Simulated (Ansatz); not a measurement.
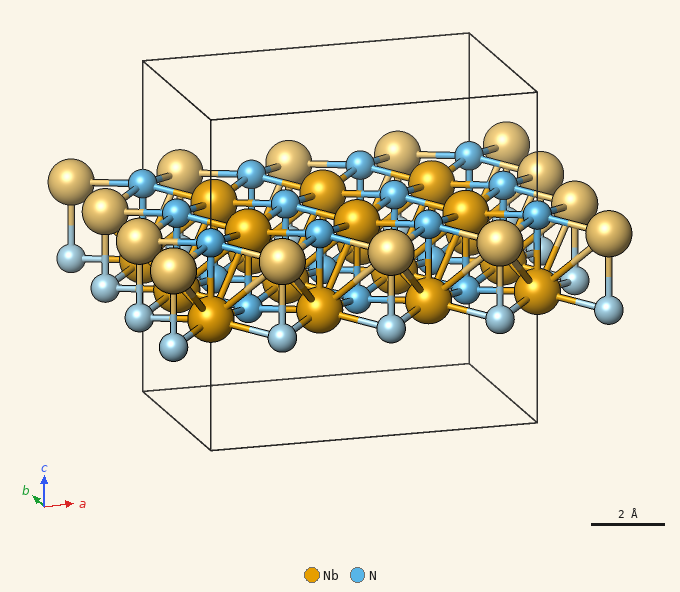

**Figure 1.** The input geometry (ball-and-stick view of the 3 × 2 repeat of the cell, with the vacuum cut short, seen slightly off an axis; neighbours outside the cell are drawn fainter).

# NbN: geometry relaxation

System: NbN (slab, 4 atoms in the cell).
Method: DFT, PBE, all-electron LAPW, scalar-relativistic, no spin polarisation (Ansatz 0.2.0).

It belongs to a series of runs on one base structure; here: atoms relaxed, LAPW.

**The input**
```yaml
crystal:
  lattice:
    - [3.1267856457, 0.0, 0.0]
    - [0.0, 3.1267856457, 0.0]
    - [0.0, 0.0, 18.211]
  atoms:
    - { symbol: Nb, position: [0.0, 0.0, 0.4469508578] }
    - { symbol: "N", position: [0.5, 0.5, 0.4335767421] }
    - { symbol: Nb, position: [0.5, 0.5, 0.5530491408] }
    - { symbol: "N", position: [0.0, 0.0, 0.5664232593] }
kpoints:
  mp_grid: { grid: [13, 13, 1] }
scf:
  occupations: { method: fermi_dirac, width: 0.1 }
hamiltonian:
  xc: pbe
  pseudopotentials: { kind: all_electron, lapw: { basis_error: 0.001 } }
output:
  forces: true
  stress: true
  eigenvalues: true
relax:
  f_tol: 0.01
  max_steps: 12
efield:
  axis: 3
  amplitude: 0
  dipole_correction: true
```

Hardware: 1 thread of AMD EPYC (Zen 3), 32 GiB of memory available, shared host.

Command:
```bash
ansatz run input.yaml --threads 1 --pin off --max-ram 3584MiB --backend cpu --events-out ev --progress --plain --runs-dir out
```

**What the program printed**
```
The last accepted step is kept in [file] (removed where the run ends without a failure and the disk answers)
LAPW: plane waves up to 9.446 Å⁻¹, error target 1.0e-3 eV per atom; small_component_spin mean_spin; N in spheres of 0.959 Å, 7 of its electrons in bands, Dirac shells []; Nb in spheres of 1.152 Å, 31 of its electrons in bands, Dirac shells [] (how accurate: hamiltonian.pseudopotentials.lapw.basis_error, Limitations)
Engine: ansatz 0.2.0, x86_64-unknown-linux-gnu
Pseudopotentials: kind: all_electron
Pseudopotential: Nb, LAPW, valence charge 31, lapw/all_electron/scalar/gaussian/Nb, Koelling and Harmon's equation, gaussian nucleus
Pseudopotential: N, LAPW, valence charge 7, lapw/all_electron/scalar/gaussian/N, Koelling and Harmon's equation, gaussian nucleus
Functional definition: PBE
  parameter kappa = 0.804
  parameter beta = 0.06672455060314922
  exchange = pbe_x(kappa = kappa, mu = beta*pi^2/3)
  correlation = pbe_c(beta = beta)
Crystal: 4 atoms, lattice volume = 178.045 Å³
Basis set: ecut = 339.96307109390284 eV, 2579 PW (Γ), exchange–correlation at level 2
Bands: 46, of which v1, the nominal top of the filled ones, is band 38 counted from 1 (37 counted from 0)
Symmetry: 8 space group operations
k-points: 28 of 169
Non-local potential: Nb, projectors of the file, none
Non-local potential: N, projectors of the file, none
Initial density: superposition of atomic densities (neutral atoms: chi_scale 0, normalization atom)
Initial wavefunctions: plane waves of lowest kinetic energy (no species holds an atomic orbital)
Functional: x = pbe(κ = 0.804, μ = 0.2195149727645171), c = pbe(β = 0.06672455060314922)
iter 1 solved again at ethr=2.69e-2 eV; its pass at ethr=1.00e-1 eV (dr2=2.05e1 eV) is discarded
SCF iter   1: F=—  HF=-210882.096120 eV  |F-HF|=—  |Δ(HF+E_count)|=         —  Δρ=8.58e-2  dr2=2.05e1  ethr=2.69e-2  p=-0.000 e·Å  D=-8.49e-13 V/Å  ΔV_dip=0.00 eV  dr2_dipole=2.85e-11  V_vac-E_F(+/−)=5.65/5.65 eV  ⟨swp⟩=2.0  Hψ=8312  notcnv=0
efield: sawtooth ramp at fractional position 0.9500 (placed from the atoms, in the widest stretch of the axis that holds none; the zero of the levels goes with the place), width 0.1000; the density the first Hamiltonian is built on has a dipole p = -0.000 e·Å; the dipole correction subtracts the counter field D = -1.05e-12 V/Å, which shifts the + side's vacuum level by +0.00 eV against the − side's; the planar-averaged density in the ramp window peaks in size at 4.8e-6 e/Å³
preconditioner: auto → LDOS  [metal: Δε(μ)=0.068 eV  Ē_g=11.034 eV  σ=0.100 eV  W_gap=0.17  n_scr=40 (ndim 8)  ℏωp=12.4 eV  f_vac=0.676  D(μ)=1.94/eV (n_scr^D=8)  β→1.0]
SCF iter   2: F=—  HF=-210877.655953 eV  |F-HF|=—  |Δ(HF+E_count)|=    4.44e0  Δρ=5.67e-2  dr2=1.08e1  ethr=2.69e-2  p=0.000 e·Å  D=2.36e-7 V/Å  ΔV_dip=-0.00 eV  dr2_dipole=1.43e-9  V_vac-E_F(+/−)=1.19/1.19 eV  ⟨swp⟩=3.6  Hψ=3611  notcnv=0
iter 3 solved again at ethr=6.57e-4 eV; its pass at ethr=1.43e-2 eV (dr2=4.99e-1 eV) is discarded
SCF iter   3: F=—  HF=-210874.547710 eV  |F-HF|=—  |Δ(HF+E_count)|=    3.11e0  Δρ=1.27e-2  dr2=4.99e-1  ethr=6.57e-4  p=0.000 e·Å  D=6.72e-6 V/Å  ΔV_dip=-0.00 eV  dr2_dipole=1.13e-10  V_vac-E_F(+/−)=3.40/3.40 eV  ⟨swp⟩=2.0  Hψ=6793  notcnv=0
SCF iter   4: F=—  HF=-210874.452972 eV  |F-HF|=—  |Δ(HF+E_count)|=         —  Δρ=2.69e-3  dr2=1.87e-2  ethr=6.56e-4  p=0.000 e·Å  D=3.16e-6 V/Å  ΔV_dip=-0.00 eV  dr2_dipole=7.40e-12  V_vac-E_F(+/−)=3.08/3.08 eV  ⟨swp⟩=3.0  Hψ=4180  notcnv=0
the basis was enlarged: its passes take 491.0 KiB over the memory plan, 1 of 1 planned eigensolver slots
SCF iter   5: F=—  HF=-210874.452400 eV  |F-HF|=—  |Δ(HF+E_count)|=   5.72e-4  Δρ=1.19e-3  dr2=4.25e-3  ethr=2.46e-5  p=0.000 e·Å  D=2.63e-6 V/Å  ΔV_dip=-0.00 eV  dr2_dipole=5.26e-11  V_vac-E_F(+/−)=3.09/3.09 eV  ⟨swp⟩=3.0  Hψ=4084  notcnv=0
SCF iter   6: F=—  HF=-210874.451969 eV  |F-HF|=—  |Δ(HF+E_count)|=   4.31e-4  Δρ=2.92e-4  dr2=2.59e-4  ethr=5.59e-6  p=0.000 e·Å  D=4.63e-7 V/Å  ΔV_dip=-0.00 eV  dr2_dipole=6.85e-13  V_vac-E_F(+/−)=3.18/3.18 eV  ⟨swp⟩=3.0  Hψ=4032  notcnv=0
SCF iter   7: F=—  HF=-210874.451950 eV  |F-HF|=—  |Δ(HF+E_count)|=   1.90e-5  Δρ=1.45e-4  dr2=5.94e-5  ethr=3.41e-7  p=0.000 e·Å  D=8.25e-8 V/Å  ΔV_dip=-0.00 eV  dr2_dipole=1.00e-13  V_vac-E_F(+/−)=3.20/3.20 eV  ⟨swp⟩=3.0  Hψ=4121  notcnv=0
iter 8 did not close the SCF: its close was put off until two iterations running show no level that it waits for move by more than its bar (scf_convergence_deferred on its scf_iter line)
SCF iter   8: F=-210874.451944 eV  HF=-210874.451944 eV  |F-HF|=7.72e-7  |Δ(HF+E_count)|=   5.25e-6  Δρ=1.83e-5  dr2=1.78e-6  ethr=7.82e-8  p=0.000 e·Å  D=4.81e-8 V/Å  ΔV_dip=-0.00 eV  dr2_dipole=1.91e-14  V_vac-E_F(+/−)=3.21/3.21 eV  ⟨swp⟩=3.0  Hψ=3977  notcnv=0
SCF iter   9: F=-210874.451944 eV  HF=-210874.451944 eV  |F-HF|=4.07e-7  |Δ(HF+E_count)|=   1.44e-7  Δρ=1.02e-5  dr2=4.57e-7  ethr=2.34e-9  p=-0.000 e·Å  D=-1.77e-8 V/Å  ΔV_dip=0.00 eV  dr2_dipole=1.09e-14  V_vac-E_F(+/−)=3.21/3.21 eV  ⟨swp⟩=3.0  Hψ=4130  notcnv=0
SCF 1 converged in 9 iterations: F = -210874.451944 eV  dr2 = 4.57e-7
relax step   1: F+E_penalty+E_count = -210874.45194386 eV  Δ(F+E_penalty+E_count) = +0.000e0 eV  max|allowed force component| = 2.898e-3 eV/Å  Δτ_max = 0.0000 Å  (9 SCF iters, dr2 threshold 2.50e-6 eV, accepted)
Initial density: handed on by an earlier stage of this run
Initial wavefunctions: those handed on with the density
iter 1 solved again at ethr=5.98e-10 eV; its pass at ethr=1.00e-1 eV (dr2=4.54e-7 eV) is discarded
SCF iter   1: F=—  HF=-210874.451945 eV  |F-HF|=—  |Δ(HF+E_count)|=         —  Δρ=1.01e-5  dr2=4.54e-7  ethr=5.98e-10  p=-0.000 e·Å  D=-1.77e-8 V/Å  ΔV_dip=0.00 eV  dr2_dipole=1.02e-14  V_vac-E_F(+/−)=3.21/3.21 eV  ⟨swp⟩=2.0  Hψ=5426  notcnv=0
efield: sawtooth ramp at fractional position 0.9500 (handed on by an earlier solve), width 0.1000; the density the first Hamiltonian is built on has a dipole p = -0.000 e·Å; the dipole correction subtracts the counter field D = -1.77e-8 V/Å, which shifts the + side's vacuum level by +0.00 eV against the − side's; the planar-averaged density in the ramp window peaks in size at 2.1e-6 e/Å³
preconditioner: auto → LDOS  [metal: Δε(μ)=0.028 eV  Ē_g=8.843 eV  σ=0.100 eV  W_gap=0.07  n_scr=40 (ndim 8)  ℏωp=12.4 eV  f_vac=0.701  D(μ)=2.45/eV (n_scr^D=8)  β→1.0]
SCF iter   2: F=—  HF=-210874.451944 eV  |F-HF|=—  |Δ(HF+E_count)|=   6.08e-7  Δρ=5.98e-6  dr2=7.77e-8  ethr=5.98e-10  p=-0.000 e·Å  D=-9.48e-9 V/Å  ΔV_dip=0.00 eV  dr2_dipole=1.42e-14  V_vac-E_F(+/−)=3.21/3.21 eV  ⟨swp⟩=3.0  Hψ=4120  notcnv=0
SCF iter   3: F=-210874.451944 eV  HF=-210874.451944 eV  |F-HF|=1.69e-8  |Δ(HF+E_count)|=   2.76e-8  Δρ=1.48e-6  dr2=1.61e-8  ethr=1.02e-10  p=-0.000 e·Å  D=-8.37e-9 V/Å  ΔV_dip=0.00 eV  dr2_dipole=2.20e-16  V_vac-E_F(+/−)=3.21/3.21 eV  ⟨swp⟩=3.0  Hψ=4088  notcnv=0
SCF 2 converged in 3 iterations: F = -210874.451944 eV  dr2 = 1.61e-8
relax step   2: F+E_penalty+E_count = -210874.45194413 eV  Δ(F+E_penalty+E_count) = -2.742e-7 eV  max|allowed force component| = 2.987e-3 eV/Å  Δτ_max = 0.0000 Å  (3 SCF iters, accepted)
```

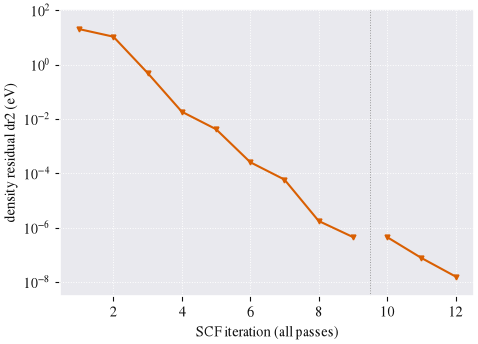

**Figure 2.** Convergence of the self-consistent field: density residual dr2 against the SCF iteration. The dotted lines part the SCF passes of the relaxation: geometry steps, rejected trials and re-solves on a re-selected basis. The passes take 9 and 3 iterations.

```
SCF converged after 3 iterations
Free energy (F): -210874.451944 eV
Harris-Foulkes:  -210874.451944 eV  (|F-HF|=1.69e-8)
Internal energy: -210874.372226 eV  (E = F + TS)
E sigma→0 (E₀):  -210874.412085 eV
Entropy (-TS):   -0.079718 eV (-19.930 meV/atom)
Fermi energy:    2.844757 eV
Dipole field:    D = -0.000000 V/Å  (p = -0.000000 e·Å, saw-weighted, corrected)
Work function:   Φ+ = 3.2104 eV   Φ− = 3.2104 eV
Levels:          The Fermi level and band energies are counted from a zero that moves with the ramp; work functions are not
--- Per-component energies (eV) ---
  E_band       = -11783.390120
  E_kinetic    = 218043.115373
  E_xc         = -6852.329973
  E_efield     = 0.000000  (sawtooth field / dipole correction)
  E_electrostatic = -422065.157626  (all electrons and nuclei)
  E_smearing   = -0.079718  (= −TS)
  E_closure    = 0.000000  (closes the sum)
  E_atoms      = -210834.581276  (free atoms, spherical and without spin; not in F)
  Σ components = -210874.451944   (vs F -210874.451944, Δ=0.00e0)
  Basis errors (estimates in eV, not in F): energy 4.8e-4 per atom: plane waves 4.3e-4 (2.6e-4 summed), levels above the bands 6.3e-17, relativity 6.4e-8, radial functions 5.0e-5, core shells 1.6e-10; eigenvalues (radial functions only) 3.7e-6; not estimated: angular momenta, meshes, grids; target (lapw.basis_error) 1.0e-3; muffin-tin radii N 0.959 Å, Nb 1.152 Å
--- Forces (eV/Å), atoms counted from 1 ---
  atom   1  Nb    -0.00000000     0.00000000    -0.00232152
  atom   2  N     -0.00000000     0.00000000     0.00298613
  atom   3  Nb     0.00000000     0.00000000     0.00232208
  atom   4  N      0.00000000     0.00000000    -0.00298667
  max |Σ_I F_I| component: 1.79e-8 eV/Å
--- Stress (GPa, compression-positive) ---
       -5.963682       0.000000      -0.000000
        0.000000      -5.963682       0.000000
       -0.000000       0.000000      -0.003744
  P = ⅓ Tr σ = -3.9770 GPa (-39.770 kbar)
--- Band table (eV; the first three rows and the last of 28) ---
  k-point 0: bands = ["-433.5259", "-433.5259", "-374.8334", "-374.8334", "-341.4190", "-341.4190", "-341.4190", "-341.4190", "-341.3861", "-341.3861", "-191.0147", "-191.0147", "-191.0043", "-191.0043", "-190.9887", "-190.9887", "-190.9748", "-190.9748", "-190.9748", "-190.9748", "-53.1589", "-52.9922", "-29.4788", "-29.1524", "-29.1524", "-28.9307", "-28.8367", "-28.8367", "-13.1620", "-12.8704", "-2.2176", "-1.6257", "-1.3299", "-0.3133", "-0.3133", "-0.0510", "-0.0510", "0.9885", "2.2721", "2.2721", "2.5545", "3.2554", "4.7675", "4.9117", "5.0332", "5.9367"]
  k-point 1: bands = ["-433.5259", "-433.5259", "-374.8334", "-374.8334", "-341.4190", "-341.4190", "-341.4190", "-341.4190", "-341.3861", "-341.3861", "-191.0147", "-191.0147", "-191.0043", "-191.0043", "-190.9887", "-190.9887", "-190.9748", "-190.9748", "-190.9748", "-190.9748", "-53.1542", "-52.9923", "-29.4795", "-29.2058", "-29.1442", "-28.9078", "-28.8612", "-28.8374", "-13.0841", "-12.8056", "-2.2387", "-1.7306", "-1.5378", "-0.7072", "-0.6316", "-0.3358", "0.1242", "1.3423", "2.2833", "2.3240", "2.6160", "3.6725", "4.9895", "5.1654", "5.2452", "6.0175"]
  k-point 2: bands = ["-433.5259", "-433.5259", "-374.8334", "-374.8334", "-341.4190", "-341.4190", "-341.4190", "-341.4190", "-341.3861", "-341.3861", "-191.0147", "-191.0147", "-191.0043", "-191.0043", "-190.9887", "-190.9887", "-190.9748", "-190.9748", "-190.9748", "-190.9748", "-53.1406", "-52.9928", "-29.4871", "-29.3226", "-29.1206", "-28.9215", "-28.8756", "-28.8402", "-12.8638", "-12.6223", "-2.3620", "-2.1621", "-1.9996", "-1.2913", "-1.2523", "-0.9749", "0.6109", "1.9972", "2.3426", "2.4776", "2.7985", "4.5735", "5.2062", "5.7009", "5.9850", "6.0544"]
  k-point 27: bands = ["-433.5259", "-433.5259", "-374.8334", "-374.8334", "-341.4190", "-341.4190", "-341.4190", "-341.4190", "-341.3861", "-341.3861", "-191.0147", "-191.0147", "-191.0043", "-191.0043", "-190.9887", "-190.9887", "-190.9748", "-190.9748", "-190.9748", "-190.9748", "-52.9965", "-52.9941", "-29.6327", "-29.6290", "-29.1983", "-29.1503", "-29.1141", "-29.0708", "-12.6318", "-12.6273", "-1.8079", "-1.7914", "-1.6807", "-1.6392", "-1.1424", "-0.9466", "-0.2182", "0.0126", "5.0067", "5.0227", "5.5348", "5.6480", "5.9170", "5.9919", "6.8137", "6.9056"]
--- Relaxed structure (2 steps of the walk, 2 accepted, 0 SCFs on fresh bases) ---
  F+E_penalty+E_count = -210874.45194413 eV   max|allowed force component| = 2.987e-3 eV/Å
  atoms:
    - { symbol: Nb, position: [0.0, 0.0, 0.4469508578] }
    - { symbol: N, position: [0.5, 0.5, 0.4335767421] }
    - { symbol: Nb, position: [0.5, 0.5, 0.5530491408] }
    - { symbol: N, position: [0.0, 0.0, 0.5664232593] }
```

**Trajectory as extended XYZ (Å, eV, eV/Å), 2 frames, from step=1 to step=2**
```
4
Lattice="3.1268 0.0000 0.0000 0.0000 3.1268 0.0000 0.0000 0.0000 18.2110" Properties=species:S:1:pos:R:3:forces:R:3 step=1 energy=-210874.45194
Nb    0.0000    0.0000    8.1394    0.0000   0.0000  -0.0029
N     1.5634    1.5634    7.8959    0.0000   0.0000   0.0027
Nb    1.5634    1.5634   10.0716    0.0000   0.0000   0.0029
N     0.0000    0.0000   10.3151    0.0000   0.0000  -0.0027
4
Lattice="3.1268 0.0000 0.0000 0.0000 3.1268 0.0000 0.0000 0.0000 18.2110" Properties=species:S:1:pos:R:3:forces:R:3 step=2 energy=-210874.45194
Nb    0.0000    0.0000    8.1394    0.0000   0.0000  -0.0023
N     1.5634    1.5634    7.8959    0.0000   0.0000   0.0030
Nb    1.5634    1.5634   10.0716    0.0000   0.0000   0.0023
N     0.0000    0.0000   10.3151    0.0000   0.0000  -0.0030
```

**Summary**

- outcome: converged
- electrons in bands (core shells apart): 76
- free energy: −210874.4519 eV
- Fermi energy: 2.845 eV
- final volume: 178.05 Å³
- largest force (length of the vector) at the end: 0.003 eV/Å
- wall time: 3.3 min
- peak memory: 0.7 GiB
